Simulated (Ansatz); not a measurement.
**Geometry relaxation, with input and output: Ru (part 1 of 2)**

System: Ru (slab, 9 atoms in the cell).
Method: DFT PBE, scalar-relativistic, plane waves, PAW, no spin polarisation (Ansatz 0.2.0).

The structure derives from an entry of the Crystallography Open Database. The input holds or restrains some coordinates. Forces given for the steps count only the free coordinates. Figures and captions count atoms from 1; the log counts them from 0 in places.

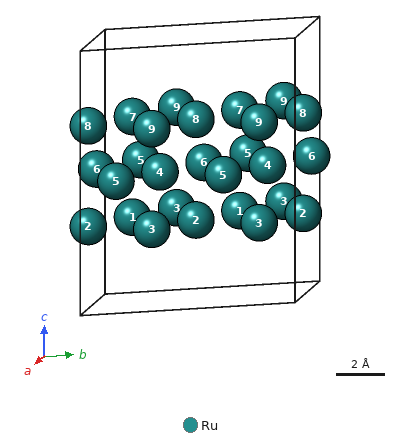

**Figure 1.** The starting structure (spheres-only view of the 1 × 2 repeat of the cell, with the vacuum cut short, seen slightly off an axis; atoms are numbered from 1 in the order of the input). An atom can appear more than once, as a periodic image.

### Key numbers

```tsv
quantity	value
outcome	converged under the restraints of the input
electrons treated	144
free energy	−52902.1146 eV
work function, top face	4.96 eV
work function, bottom face	4.96 eV
Fermi energy	3.635 eV
gap on the k-point mesh	none (metallic)
final volume	409.37 Å³
work function (upper face)	4.96 eV
largest force (length of the vector) at the end, held atoms and coordinates included	0.001 eV/Å
hardware	2 threads of Arm Neoverse V1, 112 GiB of memory available, shared host
wall time	63 s (CPU time 2 min)
peak memory	0.76 GiB
```

The program warns: the exchange-correlation potential is rough where the density is thin.

### Input file
```yaml
crystal:
  lattice:
    - [4.7112216561, 0.0, 0.0]
    - [-2.355610828, 4.080037637, 0.0]
    - [0.0, 0.0, 21.2967694969]
  atoms:
    - { symbol: Ru, position: [0.3333333333, 0.3333333333, 0.3991215664] }
    - { symbol: Ru, position: [0.6666666667, 0.0, 0.3991215664] }
    - { symbol: Ru, position: [0.0, 0.6666666667, 0.3991215664] }
    - { symbol: Ru, position: [0.6666666667, 0.6666666667, 0.5] }
    - { symbol: Ru, position: [0.0, 0.3333333333, 0.5] }
    - { symbol: Ru, position: [0.3333333333, 0.0, 0.5] }
    - { symbol: Ru, position: [0.3333333333, 0.3333333333, 0.6008784336] }
    - { symbol: Ru, position: [0.6666666667, 0.0, 0.6008784336] }
    - { symbol: Ru, position: [0.0, 0.6666666667, 0.6008784336] }
basis:
  ecutwfc: 420
kpoints:
  mp_grid: { grid: [6, 6, 1] }
hamiltonian:
  xc: pbe
scf:
  occupations: { method: gaussian, width: 0.1 }
output:
  forces: true
  eigenvalues: true
  write_density: true
  write_potential: true
  elf: true
  volumetric_format: npy
relax:
  adjacent_minimum: "off"
  f_tol: 0.03
  max_steps: 70
  constraints: [{ sites: [0, 1, 2] }]
efield:
  axis: 3
  dipole_correction: true
```

Run as:
```bash
ansatz run input.yaml --threads 2 --pin off --max-ram 5120MiB --backend cpu --events-out ev --progress --plain --runs-dir out
```

### The program's output
```
Engine: ansatz 0.2.0, aarch64-unknown-linux-gnu
Pseudopotentials: kind: paw
Pseudopotential: Ru, paw, valence charge 16, recommended cutoff 420 eV (normal), Ru.paw.azcp
Functional definition: PBE
  parameter kappa = 0.804
  parameter beta = 0.06672455060314922
  exchange = pbe_x(kappa = kappa, mu = beta*pi^2/3)
  correlation = pbe_c(beta = beta)
Crystal: 9 atoms, lattice volume = 409.366 Å³
Basis set: ecut = 420 eV, 7997 PW (Γ), exchange–correlation on 64×64×288 points (8 copies of the dense FFT grid, shifted against one another)
Bands: 87, of which v1, the nominal top of the filled ones, is band 72 counted from 1 (71 counted from 0)
Symmetry: 18 space group operations
k-points: 7 of 36 (time reversal used)
Non-local potential: Ru, projectors of the file, l = 0: 3, l = 1: 2, l = 2: 2, l = 3: 1
PAW form: soft (Blöchl's): semilocal exchange-correlation on the pseudo side does not see the compensation charge
PAW one-centre angular grid: Ru, 590 points (default); XC on 64 Gauss nodes
Initial density: superposition of atomic densities (neutral atoms: chi_scale 0, normalization atom), corrected by the library's trained network
Initial wavefunctions: pseudopotential atomic-orbital guess
Functional: x = pbe(κ = 0.804, μ = 0.2195149727645171), c = pbe(β = 0.06672455060314922)
SCF iter   1: F=—  HF=-52901.903880 eV  |F-HF|=—  |Δ(HF+E_count)|=         —  Δρ=8.95e-3  dr2=5.32e-1  ethr=1.77e-3  p=0.000 e·Å  D=4.49e-14 V/Å  ΔV_dip=-0.00 eV  dr2_dipole=2.12e-6  V_vac-E_F(+/−)=4.73/4.73 eV  ⟨swp⟩=8.1  Hψ=2638  notcnv=0
efield: sawtooth ramp at fractional position 0.9500 (placed from the atoms, in the widest stretch of the axis that holds none; the zero of the levels goes with the place), width 0.1000; the density the first Hamiltonian is built on has a dipole p = 0.000 e·Å; the dipole correction subtracts the counter field D = 4.49e-14 V/Å, which shifts the + side's vacuum level by -0.00 eV against the − side's; the planar-averaged density in the ramp window peaks in size at 9.4e-6 e/Å³
preconditioner: auto → LDOS  [metal: Δε(μ)=0.018 eV  Ē_g=4.142 eV  σ=0.100 eV  W_gap=0.10  n_scr=80 (ndim 8)  ℏωp=15.6 eV  f_vac=0.618  D(μ)=9.31/eV (n_scr^D=66)  β→1.0]
SCF iter   2: F=—  HF=-52901.917179 eV  |F-HF|=—  |Δ(HF+E_count)|=   1.33e-2  Δρ=8.37e-3  dr2=5.85e-1  ethr=3.70e-4  p=-0.000 e·Å  D=-8.07e-7 V/Å  ΔV_dip=0.00 eV  dr2_dipole=6.97e-6  V_vac-E_F(+/−)=4.82/4.82 eV  ⟨swp⟩=2.3  Hψ=1083  notcnv=0  defer=19
SCF iter   3: F=—  HF=-52901.880187 eV  |F-HF|=—  |Δ(HF+E_count)|=   3.70e-2  Δρ=1.72e-3  dr2=2.69e-2  ethr=3.70e-4  p=0.000 e·Å  D=1.22e-6 V/Å  ΔV_dip=-0.00 eV  dr2_dipole=3.97e-7  V_vac-E_F(+/−)=4.90/4.90 eV  ⟨swp⟩=2.1  Hψ=769  notcnv=0  defer=19
SCF iter   4: F=—  HF=-52901.880050 eV  |F-HF|=—  |Δ(HF+E_count)|=   1.37e-4  Δρ=5.02e-4  dr2=2.95e-3  ethr=1.87e-5  p=0.000 e·Å  D=3.26e-7 V/Å  ΔV_dip=-0.00 eV  dr2_dipole=2.56e-8  V_vac-E_F(+/−)=4.95/4.95 eV  ⟨swp⟩=2.0  Hψ=772  notcnv=0  defer=19
SCF iter   5: F=—  HF=-52901.880603 eV  |F-HF|=—  |Δ(HF+E_count)|=   5.53e-4  Δρ=1.11e-4  dr2=2.06e-4  ethr=2.05e-6  p=-0.000 e·Å  D=-1.12e-6 V/Å  ΔV_dip=0.00 eV  dr2_dipole=2.04e-9  V_vac-E_F(+/−)=4.98/4.98 eV  ⟨swp⟩=2.0  Hψ=798  notcnv=0  defer=7
SCF iter   6: F=—  HF=-52901.880613 eV  |F-HF|=—  |Δ(HF+E_count)|=   9.98e-6  Δρ=7.80e-5  dr2=3.34e-5  ethr=1.43e-7  p=0.000 e·Å  D=9.85e-7 V/Å  ΔV_dip=-0.00 eV  dr2_dipole=9.21e-10  V_vac-E_F(+/−)=5.01/5.01 eV  ⟨swp⟩=2.6  Hψ=974  notcnv=0  defer=7
SCF iter   7: F=-52901.880613 eV  HF=-52901.880614 eV  |F-HF|=6.44e-7  |Δ(HF+E_count)|=   1.04e-6  Δρ=2.36e-5  dr2=6.49e-6  ethr=1.56e-8  p=-0.000 e·Å  D=-9.19e-7 V/Å  ΔV_dip=0.00 eV  dr2_dipole=9.39e-9  V_vac-E_F(+/−)=5.01/5.01 eV  ⟨swp⟩=20.4  Hψ=6747  notcnv=0
SCF 1 converged in 7 iterations: F = -52901.880613 eV  dr2 = 6.49e-6
  greatest PAW one-centre occupation: 0.998 electrons in one spin orbital (limit 2), on the Ru atom at site 8 (counted from 0), in its partial waves of l = 0
relax step   1: F+E_penalty+E_count = -52901.88061333 eV  Δ(F+E_penalty+E_count) = +0.000e0 eV  max|allowed force component| = 9.457e-1 eV/Å  Δτ_max = 0.0000 Å  (7 SCF iters, dr2 threshold 2.25e-5 eV, accepted)
Initial density: handed on by an earlier stage of this run
Initial wavefunctions: those handed on with the density
SCF iter   1: F=—  HF=-52902.284980 eV  |F-HF|=—  |Δ(HF+E_count)|=         —  Δρ=1.67e-2  dr2=5.73e0  ethr=3.10e-3  p=-0.000 e·Å  D=-1.37e-6 V/Å  ΔV_dip=0.00 eV  dr2_dipole=1.39e0  V_vac-E_F(+/−)=4.97/4.97 eV  ⟨swp⟩=4.7  Hψ=1456  notcnv=0  defer=13
efield: sawtooth ramp at fractional position 0.9500 (handed on by an earlier solve), width 0.1000; the density the first Hamiltonian is built on has a dipole p = -0.000 e·Å; the dipole correction subtracts the counter field D = -1.37e-6 V/Å, which shifts the + side's vacuum level by +0.00 eV against the − side's; the planar-averaged density in the ramp window peaks in size at 2.7e-6 e/Å³
preconditioner: auto → LDOS  [metal: Δε(μ)=0.011 eV  Ē_g=4.382 eV  σ=0.100 eV  W_gap=0.06  n_scr=80 (ndim 8)  ℏωp=15.6 eV  f_vac=0.627  D(μ)=9.91/eV (n_scr^D=68)  β→1.0]
SCF iter   2: F=—  HF=-52902.222841 eV  |F-HF|=—  |Δ(HF+E_count)|=   6.21e-2  Δρ=1.41e-2  dr2=1.51e0  ethr=3.10e-3  p=-0.011 e·Å  D=-4.84e-3 V/Å  ΔV_dip=0.10 eV  dr2_dipole=1.50e-1  V_vac-E_F(+/−)=5.06/4.96 eV  ⟨swp⟩=2.3  Hψ=930  notcnv=0  defer=20
SCF iter   3: F=—  HF=-52902.105648 eV  |F-HF|=—  |Δ(HF+E_count)|=   1.17e-1  Δρ=5.00e-3  dr2=2.79e-1  ethr=1.05e-3  p=-0.000 e·Å  D=-2.05e-4 V/Å  ΔV_dip=0.00 eV  dr2_dipole=4.71e-2  V_vac-E_F(+/−)=4.98/4.98 eV  ⟨swp⟩=2.1  Hψ=908  notcnv=0  defer=21
SCF iter   4: F=—  HF=-52902.092478 eV  |F-HF|=—  |Δ(HF+E_count)|=   1.32e-2  Δρ=7.62e-4  dr2=1.27e-2  ethr=1.94e-4  p=-0.001 e·Å  D=-6.47e-4 V/Å  ΔV_dip=0.01 eV  dr2_dipole=2.84e-3  V_vac-E_F(+/−)=4.99/4.97 eV  ⟨swp⟩=2.0  Hψ=858  notcnv=0  defer=21
SCF iter   5: F=—  HF=-52902.093154 eV  |F-HF|=—  |Δ(HF+E_count)|=   6.77e-4  Δρ=4.35e-4  dr2=1.62e-3  ethr=8.85e-6  p=-0.000 e·Å  D=-3.21e-5 V/Å  ΔV_dip=0.00 eV  dr2_dipole=3.12e-4  V_vac-E_F(+/−)=4.96/4.96 eV  ⟨swp⟩=1.9  Hψ=812  notcnv=0  defer=20
SCF iter   6: F=—  HF=-52902.093228 eV  |F-HF|=—  |Δ(HF+E_count)|=   7.41e-5  Δρ=1.37e-4  dr2=3.61e-4  ethr=1.12e-6  p=0.001 e·Å  D=5.12e-4 V/Å  ΔV_dip=-0.01 eV  dr2_dipole=7.02e-5  V_vac-E_F(+/−)=4.95/4.96 eV  ⟨swp⟩=2.0  Hψ=885  notcnv=0  defer=20
SCF iter   7: F=-52902.093201 eV  HF=-52902.093227 eV  |F-HF|=2.65e-5  |Δ(HF+E_count)|=   1.23e-6  Δρ=5.45e-5  dr2=4.48e-5  ethr=3.88e-8  p=0.002 e·Å  D=7.59e-4 V/Å  ΔV_dip=-0.02 eV  dr2_dipole=1.97e-7  V_vac-E_F(+/−)=4.94/4.96 eV  ⟨swp⟩=21.3  Hψ=6544  notcnv=0
SCF 2 converged in 7 iterations: F = -52902.093201 eV  dr2 = 4.48e-5
relax step   2: F+E_penalty+E_count = -52902.09320069 eV  Δ(F+E_penalty+E_count) = -2.126e-1 eV  max|allowed force component| = 4.182e-1 eV/Å  Δτ_max = 0.1963 Å  (7 SCF iters, dr2 threshold 5.59e-5 eV, accepted)
SCF iter   1: F=—  HF=-52902.118791 eV  |F-HF|=—  |Δ(HF+E_count)|=         —  Δρ=2.95e-3  dr2=1.88e-1  ethr=1.33e-3  p=0.002 e·Å  D=7.59e-4 V/Å  ΔV_dip=-0.02 eV  dr2_dipole=4.50e-2  V_vac-E_F(+/−)=4.95/4.97 eV  ⟨swp⟩=2.1  Hψ=876  notcnv=0  defer=21
efield: sawtooth ramp at fractional position 0.9500 (handed on by an earlier solve), width 0.1000; the density the first Hamiltonian is built on has a dipole p = 0.002 e·Å; the dipole correction subtracts the counter field D = 7.59e-4 V/Å, which shifts the + side's vacuum level by -0.02 eV against the − side's; the planar-averaged density in the ramp window peaks in size at 2.4e-6 e/Å³
preconditioner: auto → LDOS  [metal: Δε(μ)=0.011 eV  Ē_g=4.320 eV  σ=0.100 eV  W_gap=0.06  n_scr=80 (ndim 8)  ℏωp=15.6 eV  f_vac=0.625  D(μ)=9.76/eV (n_scr^D=68)  β→1.0]
SCF iter   2: F=—  HF=-52902.116969 eV  |F-HF|=—  |Δ(HF+E_count)|=   1.82e-3  Δρ=2.68e-3  dr2=7.57e-2  ethr=1.31e-4  p=0.004 e·Å  D=1.70e-3 V/Å  ΔV_dip=-0.04 eV  dr2_dipole=9.81e-3  V_vac-E_F(+/−)=4.93/4.97 eV  ⟨swp⟩=1.9  Hψ=782  notcnv=0  defer=21
SCF iter   3: F=—  HF=-52902.114061 eV  |F-HF|=—  |Δ(HF+E_count)|=   2.91e-3  Δρ=1.04e-3  dr2=1.56e-2  ethr=5.26e-5  p=0.002 e·Å  D=7.32e-4 V/Å  ΔV_dip=-0.02 eV  dr2_dipole=3.02e-3  V_vac-E_F(+/−)=4.95/4.96 eV  ⟨swp⟩=2.0  Hψ=828  notcnv=0  defer=21
SCF iter   4: F=—  HF=-52902.113619 eV  |F-HF|=—  |Δ(HF+E_count)|=   4.42e-4  Δρ=1.95e-4  dr2=9.32e-4  ethr=1.08e-5  p=0.002 e·Å  D=8.00e-4 V/Å  ΔV_dip=-0.02 eV  dr2_dipole=2.39e-4  V_vac-E_F(+/−)=4.95/4.96 eV  ⟨swp⟩=1.9  Hψ=682  notcnv=0  defer=21
SCF iter   5: F=—  HF=-52902.114234 eV  |F-HF|=—  |Δ(HF+E_count)|=   6.15e-4  Δρ=9.04e-5  dr2=1.32e-4  ethr=6.47e-7  p=0.001 e·Å  D=6.03e-4 V/Å  ΔV_dip=-0.01 eV  dr2_dipole=3.33e-5  V_vac-E_F(+/−)=4.95/4.96 eV  ⟨swp⟩=2.0  Hψ=800  notcnv=0  defer=20
SCF iter   6: F=-52902.114240 eV  HF=-52902.114242 eV  |F-HF|=2.41e-6  |Δ(HF+E_count)|=   8.55e-6  Δρ=2.70e-5  dr2=5.09e-6  ethr=7.59e-9  p=0.001 e·Å  D=5.28e-4 V/Å  ΔV_dip=-0.01 eV  dr2_dipole=3.79e-7  V_vac-E_F(+/−)=4.95/4.96 eV  ⟨swp⟩=20.1  Hψ=6431  notcnv=0
SCF 3 converged in 6 iterations: F = -52902.114240 eV  dr2 = 5.09e-6
relax step   3: F+E_penalty+E_count = -52902.11423977 eV  Δ(F+E_penalty+E_count) = -2.104e-2 eV  max|allowed force component| = 6.684e-2 eV/Å  Δτ_max = 0.0379 Å  (6 SCF iters, dr2 threshold 1.09e-5 eV, accepted)
SCF iter   1: F=—  HF=-52902.113940 eV  |F-HF|=—  |Δ(HF+E_count)|=         —  Δρ=1.81e-4  dr2=2.39e-4  ethr=7.84e-6  p=0.001 e·Å  D=5.28e-4 V/Å  ΔV_dip=-0.01 eV  dr2_dipole=7.76e-5  V_vac-E_F(+/−)=4.95/4.96 eV  ⟨swp⟩=2.0  Hψ=894  notcnv=0  defer=2
efield: sawtooth ramp at fractional position 0.9500 (handed on by an earlier solve), width 0.1000; the density the first Hamiltonian is built on has a dipole p = 0.001 e·Å; the dipole correction subtracts the counter field D = 5.28e-4 V/Å, which shifts the + side's vacuum level by -0.01 eV against the − side's; the planar-averaged density in the ramp window peaks in size at 2.4e-6 e/Å³
preconditioner: auto → LDOS  [metal: Δε(μ)=0.013 eV  Ē_g=4.318 eV  σ=0.100 eV  W_gap=0.07  n_scr=80 (ndim 8)  ℏωp=15.6 eV  f_vac=0.625  D(μ)=9.54/eV (n_scr^D=66)  β→1.0]
SCF iter   2: F=—  HF=-52902.113928 eV  |F-HF|=—  |Δ(HF+E_count)|=   1.17e-5  Δρ=1.02e-4  dr2=1.43e-4  ethr=1.66e-7  p=0.001 e·Å  D=2.43e-4 V/Å  ΔV_dip=-0.01 eV  dr2_dipole=1.74e-5  V_vac-E_F(+/−)=4.95/4.96 eV  ⟨swp⟩=2.4  Hψ=961  notcnv=0  defer=2
SCF iter   3: F=—  HF=-52902.113930 eV  |F-HF|=—  |Δ(HF+E_count)|=   1.46e-6  Δρ=6.73e-5  dr2=6.17e-5  ethr=9.96e-8  p=0.001 e·Å  D=2.47e-4 V/Å  ΔV_dip=-0.01 eV  dr2_dipole=1.15e-6  V_vac-E_F(+/−)=4.96/4.96 eV  ⟨swp⟩=2.0  Hψ=838  notcnv=0  defer=2
SCF iter   4: F=—  HF=-52902.114592 eV  |F-HF|=—  |Δ(HF+E_count)|=   6.62e-4  Δρ=2.16e-5  dr2=5.08e-6  ethr=4.29e-8  p=0.000 e·Å  D=1.71e-4 V/Å  ΔV_dip=-0.00 eV  dr2_dipole=4.53e-7  V_vac-E_F(+/−)=4.96/4.96 eV  ⟨swp⟩=2.0  Hψ=753  notcnv=0  defer=2
SCF iter   5: F=—  HF=-52902.114591 eV  |F-HF|=—  |Δ(HF+E_count)|=   6.21e-7  Δρ=6.13e-6  dr2=7.48e-7  ethr=3.53e-9  p=0.000 e·Å  D=1.07e-4 V/Å  ΔV_dip=-0.00 eV  dr2_dipole=1.80e-7  V_vac-E_F(+/−)=4.96/4.96 eV  ⟨swp⟩=2.0  Hψ=790  notcnv=0  defer=2
SCF iter   6: F=—  HF=-52902.114591 eV  |F-HF|=—  |Δ(HF+E_count)|=   8.56e-8  Δρ=5.23e-6  dr2=3.24e-7  ethr=5.19e-10  p=0.000 e·Å  D=4.34e-5 V/Å  ΔV_dip=-0.00 eV  dr2_dipole=6.51e-8  V_vac-E_F(+/−)=4.96/4.96 eV  ⟨swp⟩=2.4  Hψ=852  notcnv=0  defer=2
SCF iter   7: F=-52902.114591 eV  HF=-52902.114591 eV  |F-HF|=2.81e-8  |Δ(HF+E_count)|=   1.13e-9  Δρ=1.06e-6  dr2=6.80e-9  ethr=6.94e-11  p=0.000 e·Å  D=1.47e-5 V/Å  ΔV_dip=-0.00 eV  dr2_dipole=1.74e-9  V_vac-E_F(+/−)=4.96/4.96 eV  ⟨swp⟩=14.7  Hψ=5122  notcnv=0
SCF 4 converged in 7 iterations: F = -52902.114591 eV  dr2 = 6.80e-9
relax step   4: F+E_penalty+E_count = -52902.11459150 eV  Δ(F+E_penalty+E_count) = -3.517e-4 eV  max|allowed force component| = 5.438e-4 eV/Å  Δτ_max = 0.0028 Å  (7 SCF iters, accepted)
```

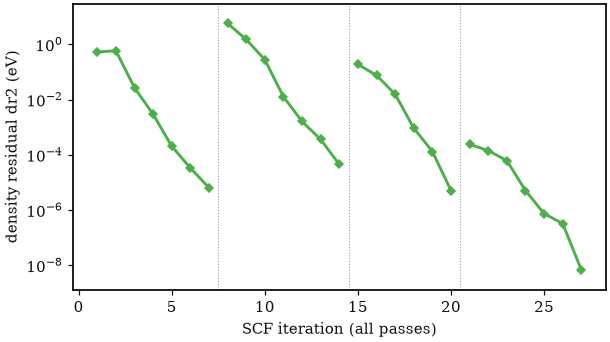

**Figure 2.** Convergence of the self-consistent field: density residual dr2 against the SCF iteration. The dotted lines part the SCF passes of the relaxation: geometry steps, rejected trials and re-solves on a re-selected basis. The passes take 7, 7, 6 and 7 iterations.

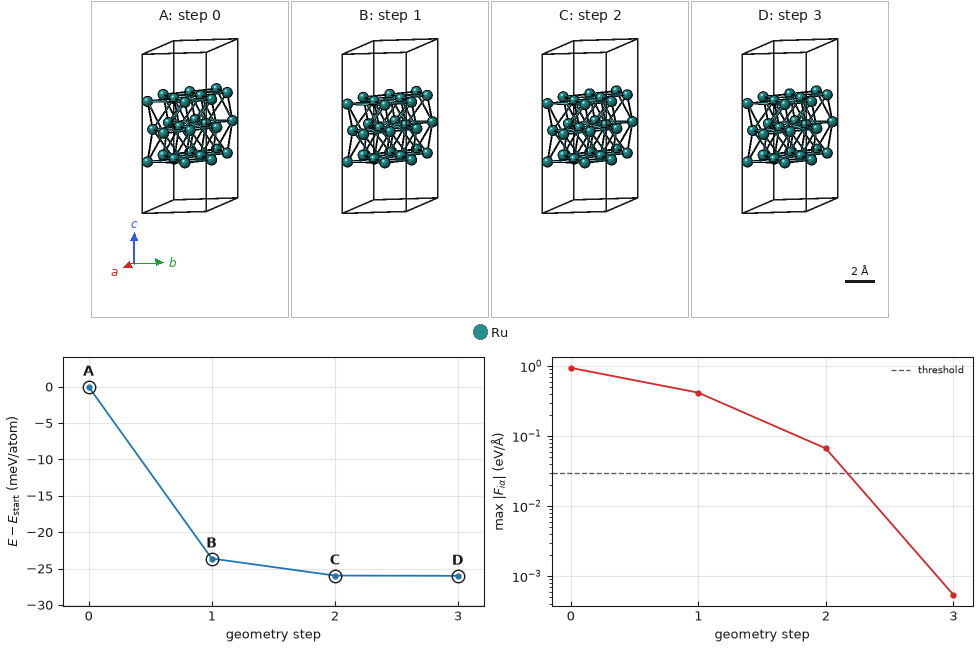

**Figure 3.** Frames of the restrained relaxation (ball-and-stick view of the 2 × 1 repeat of the cell, with the vacuum cut short, seen slightly off an axis) above the curves, on which the letters mark them (the first geometry is step 0 here and step 1 in the log).

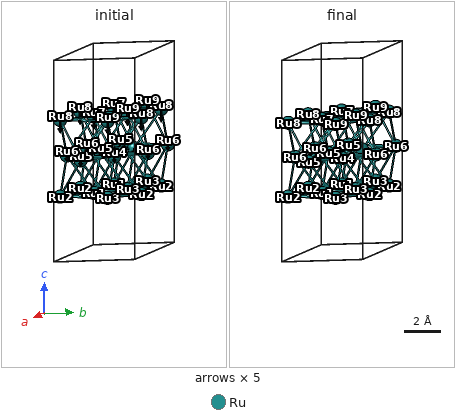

**Figure 4.** Before (left) and after (right) the restrained relaxation, at one scale (ball-and-stick view of the 2 × 1 repeat of the cell, with the vacuum cut short, seen slightly off an axis). The black arrows give the displacements, magnified 5 times. The energy falls by 26.0 meV per atom in 3 geometry steps. The largest force component goes from 0.95 to 0.00054 eV/Å. The largest moves, 0.16 Å, are those of Ru7, Ru8 and Ru9. The cell stays as it was. Among the contacts that change: Ru1–Ru4 2.661 → 2.598 Å. (Atoms are counted from 1 in the order of the input.)
